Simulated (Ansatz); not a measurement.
## Geometry relaxation, with input and output: Mg₈HO₈ (part 2 of 2)

The same run, continued: Mg₈HO₈ (defect cell, 17 atoms in the cell); DFT PBE, scalar-relativistic, plane waves, PAW, PAW set soft_1, spin-polarised (Ansatz 0.2.0); cutoff 420 eV, 2×2×2 k-mesh, Fermi–Dirac smearing of 0.05 eV, collinear spins. The structure derives from an entry of the Crystallography Open Database. It belongs to a series of runs on one base structure; here: start relaxed.

Geometry of the input (Å; fractional positions):
```
0.0000  3.9520  3.9520
3.9520  0.0000  3.9520
3.9520  3.9520  0.0000
Mg 0.0000  0.0000  0.0000
O  0.2500  0.2500  0.2500
Mg -0.0000  0.0000  0.5000
O  0.2500  0.2500  0.7500
Mg -0.0000  0.5000  0.0000
O  0.2500  0.7500  0.2500
Mg -0.0000  0.5000  0.5000
O  0.2500  0.7500  0.7500
Mg 0.5000  -0.0000  0.0000
O  0.7500  0.2500  0.2500
Mg 0.5000  -0.0000  0.5000
O  0.7500  0.2500  0.7500
Mg 0.5000  0.5000  0.0000
O  0.7500  0.7500  0.2500
Mg 0.5000  0.5000  0.5000
O  0.7500  0.7500  0.7500
H  0.1404  0.6496  0.1116
```

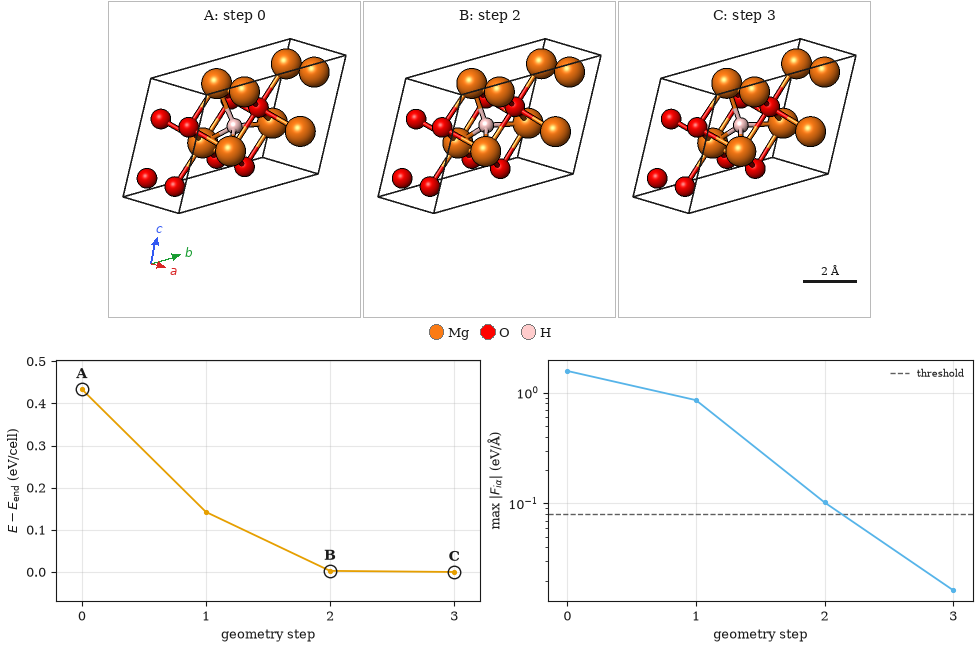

Figure 1. Frames of the relaxation (ball-and-stick view of the cell of the calculation (origin shifted), seen slightly off an axis) above the curves, on which the letters mark them (the first geometry is step 0 here and step 1 in the log).

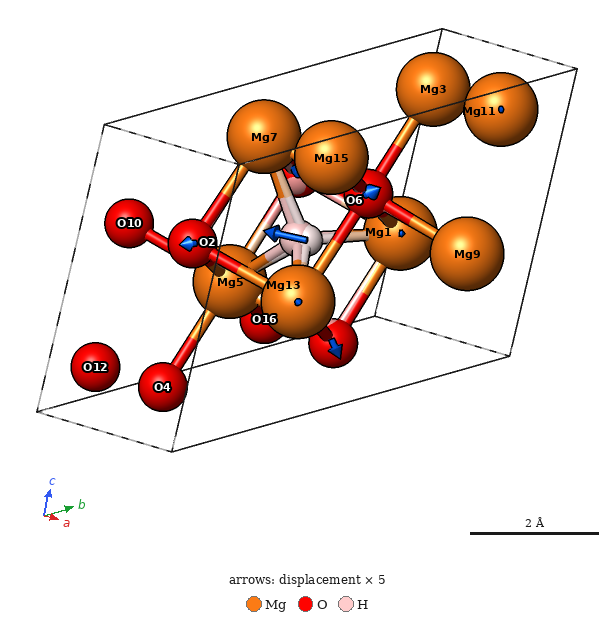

Figure 2. Start (faint) and end (solid) with the displacements as blue arrows, magnified 5 times (ball-and-stick view of the cell of the calculation (origin shifted), seen slightly off an axis). The atom that moves furthest is H17 (0.15 Å). Largest moves by element: H 0.15 Å, O 0.08 Å, Mg 0.02 Å. The lattice vectors keep their values. Among the contacts that change: Mg1–H17 1.604 → 1.725 Å, Mg5–H17 1.836 → 1.725 Å, Mg13–H17 1.648 → 1.725 Å, Mg7–H17 1.779 → 1.725 Å. Among the angles that change: Mg1–H17–Mg13 118.5° → 109.5°, Mg5–H17–Mg7 101.2° → 109.5°, Mg3–O2–Mg13 180.0° → 176.9°. The energy falls by 0.434 eV per cell of the calculation in 3 geometry steps. Largest force component: 1.6 eV/Å at the start, 0.016 eV/Å at the end. (Atoms are counted from 1 in the order of the input.)

```
SCF converged after 7 iterations
Magnetization: 0.7500 μB (64.8750 up, 64.1250 down)
Absolute magnetization: 0.7932 μB (∫|ρ↑−ρ↓|, with the PAW one-centre terms)
Spin contamination: 0.0021 ħ² per cell (⟨S²⟩ above its minimum at these occupations)
Per-site moments (μB) at R_I (Å): [(0.0014630387489071987, 0.7116618504351762), (0.0790158493479401, 0.7346718525493333), (0.001224055312316675, 0.8006274396257356), (-0.0007047928879317418, 0.8117164913453165), (0.0014649995439443065, 0.7116887936470119), (0.07904268749486908, 0.7344919744808052), (0.0014596269259785997, 0.7117359365895808), (0.0790359560575981, 0.7347462424715983), (0.0012228053224451697, 0.8006470101689783), (-0.0007046248159181874, 0.8117777219479251), (0.0012223479234047408, 0.8006662210723587), (-0.0007046519616106935, 0.8117336339528832), (0.001459128030825828, 0.711689412100301), (0.07901685042109088, 0.7348297783738746), (0.0012244308486557603, 0.8006095872352359), (-0.0007048385305990958, 0.811669933389833), (0.3237691045685792, 0.7116618504351762)]
Free energy (F): -19959.533256 eV
Harris-Foulkes:  -19959.533256 eV  (|F-HF|=5.82e-11)
Internal energy: -19959.521288 eV  (E = F + TS)
E sigma→0 (E₀):  -19959.527272 eV
Entropy (-TS):   -0.011969 eV (-0.704 meV/atom)
Fermi energy:    14.780844 eV
--- Per-component energies (eV) ---
  E_band       = -1983.398911
  E_kinetic    = 2020.881035
  E_local      = -12513.171993  (includes V_loc(G=0)·N_el)
  E_nonlocal   = 1980.768805
  E_hartree    = 4132.764664
  E_xc         = -831.788981
  E_vxc        = -1067.267186  (∫ρ·V_xc dr)
  E_paw        = -3702.398931  (= ΣΔE_a)
  E_vpaw       = -670.143020  (= ΣTr[D̂ρ^β])
  E_aug_tail   = 0.003911  (compensation charges beyond the density's cutoff)
  E_ewald      = -11046.579798
  E_smearing   = -0.011969  (= −TS)
  E_closure    = 0.000000  (closes the sum)
  Σ components = -19959.533256   (vs F -19959.533256, Δ=0.00e0)
--- Forces (eV/Å), atoms counted from 1 ---
  atom   1  Mg    -0.01129061     0.01136947    -0.01073775
  atom   2  O     -0.00474076     0.00053207    -0.00758180
  atom   3  Mg    -0.00622838     0.00799275     0.00635890
  atom   4  O      0.01049042    -0.00567648    -0.01642208
  atom   5  Mg     0.01092304     0.01245920     0.01246993
  atom   6  O      0.00612284     0.00182884     0.01235846
  atom   7  Mg    -0.01355482    -0.01203378     0.01373828
  atom   8  O      0.00016740    -0.00321584     0.00546640
  atom   9  Mg     0.00811939     0.00851416    -0.00923797
  atom  10  O     -0.01173672    -0.00861171     0.01631295
  atom  11  Mg    -0.01188211    -0.01149966    -0.01406531
  atom  12  O      0.00960521     0.01175860     0.01265593
  atom  13  Mg     0.01138200    -0.01127535    -0.01224077
  atom  14  O     -0.00072372    -0.00280106    -0.00241039
  atom  15  Mg     0.00932152    -0.00740423     0.00813946
  atom  16  O     -0.00563277     0.00960080    -0.01312908
  atom  17  H     -0.00033633    -0.00153754    -0.00166263
  max |Σ_I F_I| component: 1.25e-5 eV/Å
--- Relaxed structure (4 steps of the walk, 4 accepted, 0 SCFs on fresh bases) ---
  F+E_penalty+E_count = -19959.53325622 eV   max|allowed force component| = 1.642e-2 eV/Å
  atoms:
    - { symbol: Mg, position: [-0.00013152645489103052, 0.0045110828557367606, -0.0018227575601053299] }
    - { symbol: O, position: [0.25605444640424896, 0.2361625868035614, 0.25431265060885] }
    - { symbol: Mg, position: [-0.0006373075509581207, 0.001973063119242192, 0.4996999492369296] }
    - { symbol: O, position: [0.25087732592364875, 0.25151256606025396, 0.7491843266047464] }
    - { symbol: Mg, position: [-0.00013926408343784002, 0.5004390122554869, -0.0017928837303617662] }
    - { symbol: O, position: [0.25598077801173236, 0.7564590024524632, 0.2543343346844219] }
    - { symbol: Mg, position: [-0.00017220289878089323, 0.500406662197092, 0.5023181679494598] }
    - { symbol: O, position: [0.256036679229812, 0.7565254247013128, 0.7338907979309249] }
    - { symbol: Mg, position: [0.5014242196306762, 0.0019839026921895098, -0.00239824141392031] }
    - { symbol: O, position: [0.7508908891703598, 0.2514384869936986, 0.24921340489930388] }
    - { symbol: Mg, position: [0.5014793169980913, 0.0020364420024899244, 0.4997822016487649] }
    - { symbol: O, position: [0.7508851725617671, 0.25142288457745066, 0.7492126073625541] }
    - { symbol: Mg, position: [0.5039953075485436, 0.5004242034898195, -0.0018443585724267075] }
    - { symbol: O, position: [0.7355482699032048, 0.7565847482886481, 0.2543512827053396] }
    - { symbol: Mg, position: [0.5014442183677412, 0.49983352598961583, 0.49972991589266536] }
    - { symbol: O, position: [0.7509662581627087, 0.7514241682764858, 0.7491879328541314] }
    - { symbol: H, position: [0.12591831907553291, 0.6264487372444527, 0.1242164688987224] }
```

Trajectory as extended XYZ (Å, eV, eV/Å), 4 frames, from step=1 to step=4
```
17
Lattice="0.0000 3.9520 3.9520 3.9520 0.0000 3.9520 3.9520 3.9520 0.0000" Properties=species:S:1:pos:R:3:forces:R:3 step=1 energy=-19959.09953
Mg    0.0000    0.0000    0.0000    0.9300  -1.0375   0.7296
O     1.9760    1.9760    1.9760   -0.9214   0.9009  -0.9596
Mg    1.9760    1.9760    0.0000    0.0438   0.0004   0.0765
O     3.9520    3.9520    1.9760   -0.0050   0.0033  -0.0068
Mg    1.9760    0.0000    1.9760   -0.0604  -0.0382  -0.1560
O     3.9520    1.9760    3.9520    1.5383   1.5736   1.4031
Mg    3.9520    1.9760    1.9760    0.1435   0.1707  -0.3490
O     5.9280    3.9520    3.9520   -1.4067  -1.3806   1.2224
Mg    0.0000    1.9760    1.9760    0.0875   0.0747   0.0372
O     1.9760    3.9520    3.9520   -0.0029  -0.0009  -0.0040
Mg    1.9760    3.9520    1.9760   -0.0778  -0.0910  -0.0102
O     3.9520    5.9280    3.9520    0.0005   0.0021  -0.0025
Mg    1.9760    1.9760    3.9520   -0.8128   0.7191   0.5030
O     3.9520    3.9520    5.9280    0.9766  -1.0042  -1.0670
Mg    3.9520    3.9520    3.9520   -0.0033   0.0471   0.0602
O     5.9280    5.9280    5.9280    0.0025  -0.0046  -0.0054
H     3.0081    0.9959    3.1221   -0.4326   0.0650  -1.4718
17
Lattice="0.0000 3.9520 3.9520 3.9520 0.0000 3.9520 3.9520 3.9520 0.0000" Properties=species:S:1:pos:R:3:forces:R:3 step=2 energy=-19959.39085
Mg    0.0043   -0.0054    0.0036    0.5088  -0.5206   0.5029
O     1.9604    1.9925    1.9623   -0.5497   0.5384  -0.5578
Mg    1.9819    1.9713    0.0005   -0.0824   0.0741   0.0546
O     3.9542    3.9512    1.9782   -0.0111   0.0044  -0.0169
Mg    1.9786    0.0019    1.9795   -0.1038  -0.1038  -0.0979
O     3.9731    1.9971    3.9735    0.8231   0.8259   0.8000
Mg    3.9523    1.9757    1.9763    0.1772   0.1775  -0.1769
O     5.9077    3.9316    3.9737   -0.7311  -0.7297   0.6945
Mg   -0.0016    1.9730    1.9837    0.0580   0.0613  -0.0922
O     1.9764    3.9518    3.9565   -0.0122  -0.0077  -0.0124
Mg    1.9799    3.9545    1.9834   -0.0650  -0.0612  -0.0879
O     3.9525    5.9279    3.9555    0.0084   0.0126  -0.0048
Mg    1.9715    1.9796    3.9555   -0.4115   0.4027   0.3991
O     3.9703    3.9345    5.9125    0.5676  -0.5801  -0.5895
Mg    3.9477    3.9575    3.9516    0.0726  -0.0805   0.0564
O     5.9281    5.9292    5.9305    0.0022  -0.0093  -0.0148
H     2.9947    0.9959    3.0694   -0.2512  -0.0040  -0.8574
17
Lattice="0.0000 3.9520 3.9520 3.9520 0.0000 3.9520 3.9520 3.9520 0.0000" Properties=species:S:1:pos:R:3:forces:R:3 step=3 energy=-19959.53064
Mg    0.0101   -0.0090    0.0152    0.0540  -0.0284   0.0696
O     1.9378    2.0167    1.9434    0.0278  -0.0158   0.0427
Mg    1.9826    1.9709    0.0022   -0.0005   0.0068   0.0227
O     3.9556    3.9516    1.9819    0.0069  -0.0091   0.0232
Mg    1.9770   -0.0009    1.9827   -0.1021  -0.1011  -0.0885
O     3.9979    2.0205    4.0036   -0.0636  -0.0606  -0.0597
Mg    3.9585    1.9807    1.9782    0.0711   0.0717  -0.0326
O     5.8862    3.9088    4.0033    0.0607   0.0624  -0.0456
Mg   -0.0034    1.9707    1.9875    0.0266   0.0248   0.0102
O     1.9769    3.9517    3.9615    0.0149   0.0068  -0.0046
Mg    1.9838    3.9579    1.9884   -0.0255  -0.0283   0.0025
O     3.9542    5.9290    3.9603   -0.0092  -0.0155  -0.0051
Mg    1.9688    1.9844    3.9673   -0.0068   0.0323   0.0480
O     3.9955    3.9110    5.8940   -0.0202   0.0317   0.0455
Mg    3.9482    3.9574    3.9535    0.0085  -0.0036   0.0225
O     5.9293    5.9299    5.9345   -0.0086   0.0079   0.0153
H     2.9731    0.9886    2.9889   -0.0340   0.0180  -0.0659
17
Lattice="0.0000 3.9520 3.9520 3.9520 0.0000 3.9520 3.9520 3.9520 0.0000" Properties=species:S:1:pos:R:3:forces:R:3 step=4 energy=-19959.53326
Mg    0.0106   -0.0077    0.0173   -0.0113   0.0114  -0.0107
O     1.9384    2.0170    1.9452   -0.0047   0.0005  -0.0076
Mg    1.9826    1.9723    0.0053   -0.0062   0.0080   0.0064
O     3.9548    3.9522    1.9854    0.0105  -0.0057  -0.0164
Mg    1.9706   -0.0076    1.9772    0.0109   0.0125   0.0125
O     3.9947    2.0168    4.0012    0.0061   0.0018   0.0124
Mg    3.9628    1.9845    1.9769   -0.0136  -0.0120   0.0137
O     5.8901    3.9122    4.0016    0.0002  -0.0032   0.0055
Mg   -0.0016    1.9722    1.9895    0.0081   0.0085  -0.0092
O     1.9786    3.9524    3.9612   -0.0117  -0.0086   0.0163
Mg    1.9832    3.9570    1.9899   -0.0119  -0.0115  -0.0141
O     3.9545    5.9284    3.9611    0.0096   0.0118   0.0127
Mg    1.9704    1.9845    3.9695    0.0114  -0.0113  -0.0122
O     3.9952    3.9121    5.8969   -0.0007  -0.0028  -0.0024
Mg    3.9503    3.9566    3.9571    0.0093  -0.0074   0.0081
O     5.9304    5.9286    5.9374   -0.0056   0.0096  -0.0131
H     2.9666    0.9885    2.9734   -0.0003  -0.0015  -0.0017
```

Key numbers

- outcome: converged
- electrons treated: 129
- free energy: −19959.5333 eV
- Fermi energy: 14.781 eV
- net moment of the cell: 0.75 μB
- integrated absolute moment: 0.79 μB
- final volume: 123.45 Å³
- largest force (length of the vector) at the end: 0.023 eV/Å
- hardware: 1 thread of Arm Neoverse V1, 24 GiB of memory available, shared host
- wall time: 36 s
- peak memory: 0.45 GiB

Remarks

The input asks for low accuracy. The k-point mesh is coarse for a cell of this size, so the results may not be converged.
